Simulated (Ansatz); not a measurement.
```xyz
35
Lattice="-2.4575 4.2565 5.4313 4.9150 0.0000 5.4313 4.9150 8.5130 0.0000" Properties=species:S:1:pos:R:3 pbc="T T T"
Si    3.7921    6.5678   10.8447
Si    1.3110    2.1943    5.4303
Si   -0.1149    4.2746    7.2013
O     5.4889   10.1506    4.1324
O     5.7696    3.7093    6.0709
O     3.6737    2.9496    7.6267
O     1.4079    1.1643    1.1156
O     0.8428    4.9363    8.3479
O     2.8726    2.4772    4.9261
Si    1.4254   10.9084    5.4443
Si    1.2465    6.1893    3.5460
Si    2.3159    8.5685    7.2417
O     2.7248    5.9391    4.2001
O     8.1087    7.9836    6.1179
O     6.1578    7.2013    7.7076
O     3.8492    5.4769    1.1909
O     3.3417    9.1423    8.3791
O     5.1819    6.7450    4.7407
Si    3.7170    6.4881    5.3805
Si    3.7677    2.0447    3.6478
Si    4.6548    4.1314    7.2351
O     2.8258    6.0928    9.6254
O     3.1773    7.8423    6.0823
O     3.7766    3.2390    2.5308
O     3.8102    5.3779    6.5542
O     0.6332    4.7769    3.0377
O     0.3486    6.8115    4.7644
Si    6.2757    6.2927    3.6308
Si    7.1657    8.4948    7.3626
O     5.2632   10.3542    9.7448
O     0.8220    3.6355    6.0505
O     6.3148    7.4160    2.4656
O     6.2149    9.6598    6.7024
O     2.9753    8.8271    3.3093
O     2.8882   11.2781    4.9485
```

PAW files of the earlier set (soft_1).

The calculation used DFT PBE, scalar-relativistic, plane waves, PAW in Ansatz 0.2.0.

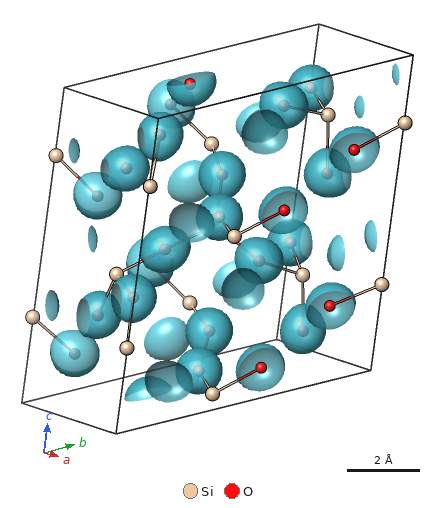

Si$_{11}$O$_{24}$ (cell charge −2, with a compensating background) (cell with a defect). Isosurface of the valence charge density (pseudo) at 1.5 e/Å³ (cyan), seen slightly off an axis. Sticks mark near contacts.

The density is the valence pseudo-density of a PAW calculation; it isn't the true density close to the nuclei.

> How is the density connected at this value?

At this value the density breaks into separate islands; it holds about 50 % of the electrons treated as valence. It bridges none of the near contacts. It is pinched off along the sampled Si–O (1.59 Å), Si–O (1.63 Å) and Si–O (1.68 Å) contacts. On the grid the lowest density along these lines, outside the cores, is 1.2 e/Å³ (Si–O, 1.59 Å), 1 e/Å³ (Si–O, 1.63 Å) and 0.87 e/Å³ (Si–O, 1.68 Å).

> Metal or insulator at this level of theory?

It is metallic or semimetallic at this level of theory: no gap opens.
